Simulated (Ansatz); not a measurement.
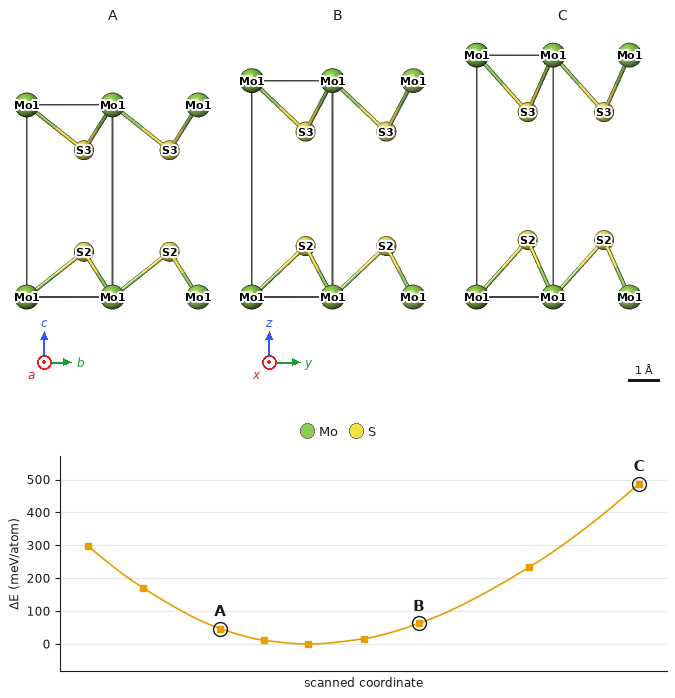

Frames of a one-coordinate scan of a crystal of MoS2 (P-6m2). x, y and z are the Cartesian axes of the input. A ball-and-stick model of the cell of the calculation, repeated 3 × 2 × 1 with one cell outlined, seen along the a axis.

Method: DFT PBE+D3(BJ), scalar-relativistic, plane waves, PAW in Ansatz. Set-up: plane-wave cutoff 420 eV; k-point mesh 12 × 12 × 6; occupations gaussian; smearing width 0.05 eV; no spin polarisation. Energies (free energies at the smearing named) are counted from the relaxed crystal.

Q: Which coordinate changes from frame to frame?

A: The ratio of the cell's length along z to its lengths across, counted as 1 for the reference, is changed at fixed volume (a c/a path), with the atoms kept at their fractional coordinates. In the frames the relative ratio is 0.92 (A), 1.10 (B), 1.30 (C). Of the computed points the lowest is at the relative ratio 1.00, 0 meV/atom. At the ends of the scan the energy is 299 meV/atom (0.80) and 488 meV/atom (1.30). The distortion keeps the space group P-6m2. At the relative ratio 1.30 the cell of the drawing goes a 3.150 → 2.886 Å, b 3.150 → 2.886 Å, c 6.648 → 7.918 Å. The band gap on the mesh, 1.21 eV in the reference, closes at 0.80, 0.85.
